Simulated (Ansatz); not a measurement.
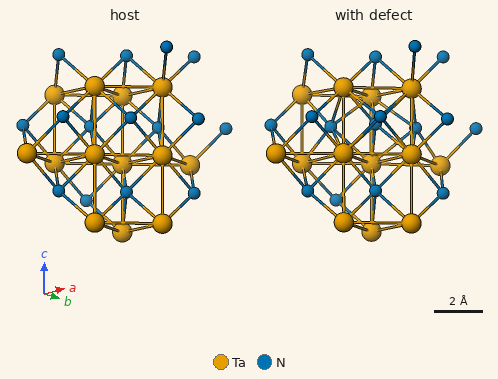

Left: perfect TaN. Right: the same region with one point defect, after relaxing the atoms in a supercell of 32 sites. A ball-and-stick model of the atoms within 4.6 Å of one point, in a slice 4.2 Å thick across the line of sight, seen from a free direction.

Computed with DFT PBEsol, scalar-relativistic, plane waves, PAW in Ansatz. Settings: plane-wave cutoff 420 eV; k-point mesh 5 × 5 × 5; occupations gaussian; smearing width 0.1 eV; no spin polarisation. The cell is small and the k-mesh coarse, so the numbers are rough. The axes drawn are those of the host's conventional cell.

Q: What kind of defect was made?

A: An extra nitrogen atom is put between the host's atoms (an interstitial).

The charge state of the cell is 0.

Q: What does the relaxation do around it?

A: The N atom starts with 3 N at 1.82 Å, 3 Ta at 1.82 Å around its place and ends with 3 N at 2.01 to 2.05 Å, 6 Ta at 2.18 to 2.21 Å. Of the host's atoms, a nitrogen atom moves furthest from its site, by 0.38 Å. The N atom itself moves 0.72 Å from where it was put.
